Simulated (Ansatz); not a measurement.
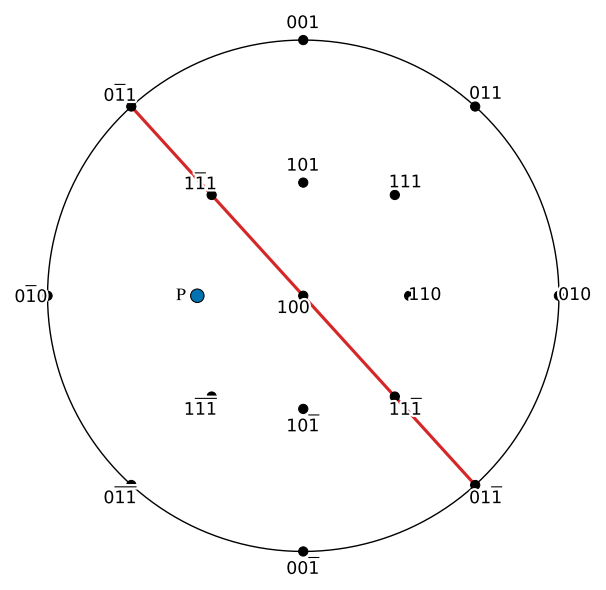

Crystal: HfSiO4, the end point of a relaxation with DFT, r2SCAN+rVV10, plane waves, PAW in Ansatz 0.2.0. Stereographic projection of plane normals (upper hemisphere) centred on (1 0 0). Symmetry computed with spglib at a tolerance of 0.002 Å; standard conventional cell.

a = 6.565 Å, b = 6.565 Å, c = 5.966 Å, α = 90.00°, β = 90.00°, γ = 90.00°.

Question: Index the pole marked P.

Answer: P is (1 −1 0), 45.0° from the centre.

Question: Which zone does the coloured great circle trace?

Answer: The zone [0 1 1]: its poles satisfy k + l = 0.

Question: What is the angle between the normals of (0 1 0) and (1 −1 0), and what are their d_hkl = 1/|g|?

Answer: 135.0°; d = 6.565 Å and 4.642 Å.
